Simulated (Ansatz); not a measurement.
```
CELL_PARAMETERS angstrom
0.00000 4.26650 4.26650
4.26650 0.00000 4.26650
4.26650 4.26650 0.00000
ATOMIC_POSITIONS crystal
Mg 0.01763 0.98049 0.02189
O 0.25381 0.24771 0.25125
Mg 0.01775 0.98040 0.47959
O 0.25384 0.24774 0.74696
Mg 0.01011 0.49706 0.99627
O 0.26848 0.74429 0.24341
Mg 0.01774 0.52266 0.47965
O 0.25380 0.75200 0.74695
Mg 0.50977 0.98933 0.00027
O 0.76053 0.24441 0.24737
Mg 0.50330 0.99930 0.49857
O 0.75479 0.24887 0.74802
Mg 0.50976 0.50114 0.00029
O 0.76053 0.74818 0.24737
Mg 0.50974 0.50114 0.48847
O 0.76057 0.74816 0.74361
H 0.95421 0.18230 0.68147
```

PAW files of the earlier set (soft_1).

All numbers below come from DFT PBE-D3(BJ), scalar-relativistic, plane waves, PAW in Ansatz 0.2.0.

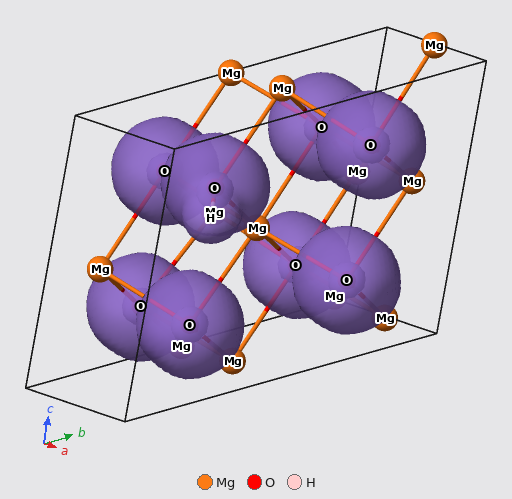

Mg8HO8 (cell charge +1, with a compensating background) (cell with a defect). Isosurface of the ELF at 0.65 (purple), seen slightly off an axis. Core shells and regions of very low density are left out. Sticks mark near contacts.

**Where are the electrons localised?**

At this value the surface marks out seven regions wrapped around O (the valence shell of each) and one joined region spread over several atoms (H, O), in which their bonds and any lone pairs are merged, counted in one cell of 17 atoms. Regions shared between cells count once. Profiles from the grid: O–H (0.98 Å): the ELF climbs to about 0.95 towards the hydrogen, as it does in any bond to H (a covalent bond by its length). Mg–O (2.02 Å): the ELF peaks at about 0.85 in the valence shell of O, 0.6 Å from its nucleus, and is about 0.35 at the midpoint (a closed-shell, largely ionic contact).

**Does the calculation give a band gap?**

It is gapped, with a Kohn–Sham gap of 4.0 eV on the k-point mesh (the band edges may lie off the mesh, which would make the gap smaller).
